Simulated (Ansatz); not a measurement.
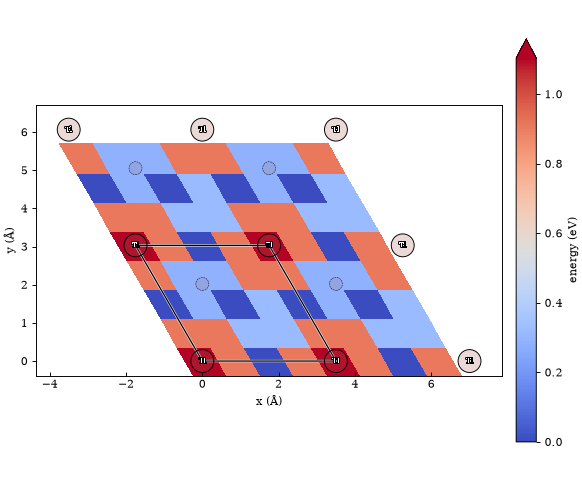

Energy landscape of C on a Tl(001) slab cut from the P6_3/mmc phase (4 atoms of substrate and one adsorbate in a 1 × 1 cell). One C atom a 1 × 1 cell is placed over a mesh of places on the rigid (0 0 1) surface, and only its height is relaxed. Places are given modulo a cell vector. The map is drawn in real space over the plane of the surface. The scan uses a 4 × 4 grid. All energies are given in eV relative to the lowest grid point. The relaxed height changes by up to 0.8 Å between neighbouring points. This mesh misses the points at thirds of the hexagonal cell. With one adsorbate in each 1 × 1 cell, its nearest image is 3.5 Å away, so neighbouring adsorbates interact. Computed with DFT PBEsol, scalar-relativistic, plane waves, PAW (Ansatz).

In the figure: one coloured cell a grid point, labelled circles for the atoms of the top layer and small ones for the second layer, the outline of one cell of the 2 × 2 shown, one colour for all values above the top of the scale. 

Summarise what can be read from the map.

The lowest grid point is at a bridge site between two Tl atoms, (0/4, 2/4) of the cell vectors. The same energy is found at a bridge site between two Tl atoms, (2/4, 0/4) of the cell vectors; a bridge site between two Tl atoms, (2/4, 2/4) of the cell vectors. The highest grid point, the top site over a surface Tl atom, (0/4, 0/4) of the cell vectors, lies 1.10 eV above the lowest. At the lowest point the adsorbate has 2 Tl at 2.11 Å as nearest neighbours, at the highest 1 Tl at 2.17 Å. Its relaxed height above the top atom is 1.19 Å at the lowest and 2.17 Å at the highest point.
